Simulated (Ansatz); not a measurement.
**Si3N4: density, localisation and related maps**

The calculation's input:

```
crystal:
  lattice:
    - [5.4253417671, 0.0, 0.0]
    - [-2.7126708835, 4.6984837945, 0.0]
    - [0.0, 0.0, 2.5168895501]
  atoms:
    - { symbol: Si, position: [0.8229361468, 0.1770638532, 0.0] }
    - { symbol: Si, position: [0.8229361468, 0.6458722937, 0.0] }
    - { symbol: Si, position: [0.3541277063, 0.1770638532, 0.0] }
    - { symbol: "N", position: [0.9723615908, 0.4861807954, 0.5] }
    - { symbol: "N", position: [0.0, 0.0, 0.5] }
    - { symbol: "N", position: [0.5138192046, 0.4861807954, 0.5] }
    - { symbol: "N", position: [0.5138192046, 0.0276384092, 0.5] }
basis:
  ecutwfc: 420
kpoints:
  mp_grid: { grid: [12, 12, 14] }
hamiltonian:
  xc: pbe
scf:
  occupations: { method: gaussian, width: 0.1 }
output:
  forces: true
  stress: true
  eigenvalues: true
  write_density: true
  write_potential: true
  elf: true
  volumetric_format: npy
relax:
  adjacent_minimum: "off"
  f_tol: 0.01
  max_steps: 80
  cell: { stress_tol: 0.05 }
```

Run with:

```sh
ansatz run input.yaml --threads 1 --pin off --max-ram 2048MiB --backend cpu --events-out ev --progress --plain --runs-dir out
```

Below, planes, directions and counts refer to the conventional cell (a = 5.42 Å, b = 5.42 Å, c = 2.53 Å, α = 90.00°, β = 90.00°, γ = 120.00°).

The fields are those of the relaxed geometry.

Space group P-6m2; a structure generated by program, which may or may not match a known phase.

The calculation used DFT PBE, scalar-relativistic, plane waves, PAW in Ansatz 0.2.0.

In a PAW calculation such maps are meaningful between the atoms, not at the nuclei.

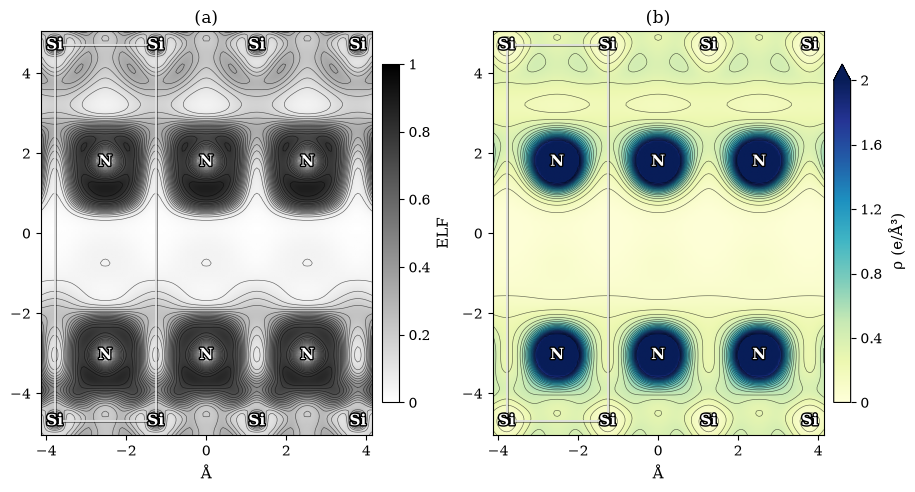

Figure 1. (a) ELF; (b) valence charge density (pseudo) on the (110) plane of the conventional cell.

**What does the map show?**

- The section cuts through Si and N sites.
- Si–Si (2.53 Å): ρ is about 0.32 e/Å³ halfway; the ELF is about 0.20 at the midpoint (no shared electron pair shows on this line).
- Si–N (2.08 Å): ρ is about 0.57 e/Å³ halfway; the ELF peaks at about 0.85 between the atoms.
- Between the atoms the lowest density in this plane is 0.02 e/Å³.

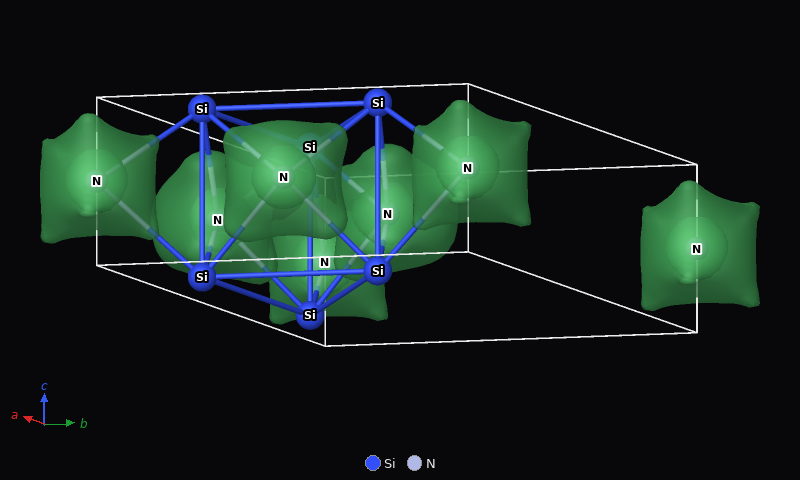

Figure 2. Isosurface of the ELF at 0.7 (green), seen at an oblique angle. Only the valence region is drawn (cores and ρ < 0.01 e/Å³ removed). Sticks mark near contacts.

**Identify the bonds, lone pairs and shells in this picture.**

The ELF exceeds this value in four regions on N in which the atom's valence shell and bonds are merged, counted in one cell of 7 atoms. Any copies at cell faces, edges or corners count once. Profiles from the grid: Si–N (1.93 Å): the ELF peaks at about 0.85 between the atoms.

**Does the calculation give a band gap?**

It is gapless in this calculation (a metal or semimetal).
